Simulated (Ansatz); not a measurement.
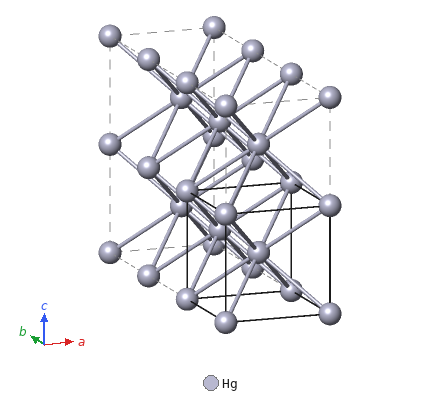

Hg (Im-3m, No. 229): the input geometry of a calculation; the starting structure was generated, so it need not be a known form of this composition.

```
Hg
1.0
     3.58272    0.00000    0.00000
     0.00000    3.58272    0.00000
     0.00000    0.00000    3.58272
Hg
2
Direct
  0.00000 0.00000 0.00000
  0.50000 0.50000 0.50000
```

What will an iDPC-like image along [211] show? Simulated as the projected potential of neutral atoms (B = 0.8 Å²) blurred by a 0.53 Å probe, the thin-sample limit of integrated differential phase contrast.

The columns repeat on a rectangular net of 1.03 × 2.53 Å (plane group p2mm). All columns are alike (Hg). The shortest distance between visible columns is 1.03 Å in projection. Along the beam the structure repeats every 8.78 Å.

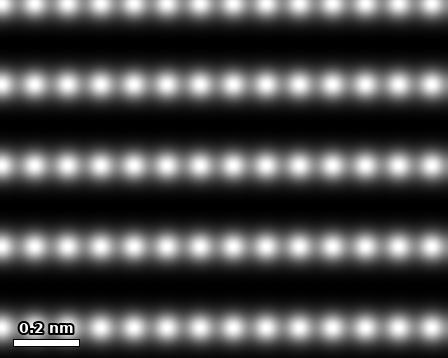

The simulated image.
